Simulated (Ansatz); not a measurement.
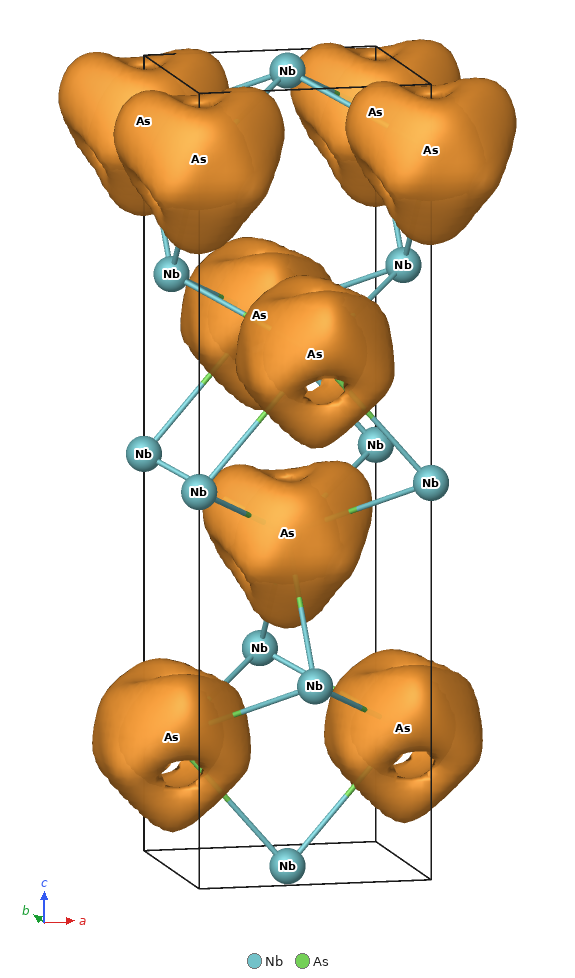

NbAs. Isosurface of the electron localisation function at 0.6 (orange), seen slightly off an axis. Only the valence region is drawn (cores and ρ < 0.01 e/Å³ removed). Sticks mark near contacts.

Space group I4₁md; computed pressure about 3 GPa in this cell.

These are results of DFT PBE, scalar-relativistic, plane waves, PAW in Ansatz, not measurements.

```yaml
crystal:
  lattice:
    - [3.45170, 0.00000, 0.00000]
    - [0.00000, 3.45170, 0.00000]
    - [0.00000, 0.00000, 11.68000]
  atoms:
    - { symbol: Nb, position: [0.00000, 0.00000, 0.49888] }
    - { symbol: Nb, position: [0.50000, 0.50000, 0.99888] }
    - { symbol: Nb, position: [0.50000, 0.00000, 0.24888] }
    - { symbol: Nb, position: [0.00000, 0.50000, 0.74888] }
    - { symbol: As, position: [0.50000, 0.50000, 0.41712] }
    - { symbol: As, position: [0.00000, 0.00000, 0.91712] }
    - { symbol: As, position: [0.00000, 0.50000, 0.16712] }
    - { symbol: As, position: [0.50000, 0.00000, 0.66712] }
```

Where are the electrons localised?

At this value the surface marks out four regions wrapped around As (the valence shell of each), counted in one cell of 8 atoms. Any copies at cell faces, edges or corners count once. Along the contacts the grid gives the following. Nb–As (2.62 Å): the ELF is about 0.35 at the midpoint.

Does the calculation give a band gap?

It is gapless in this calculation (a metal or semimetal).
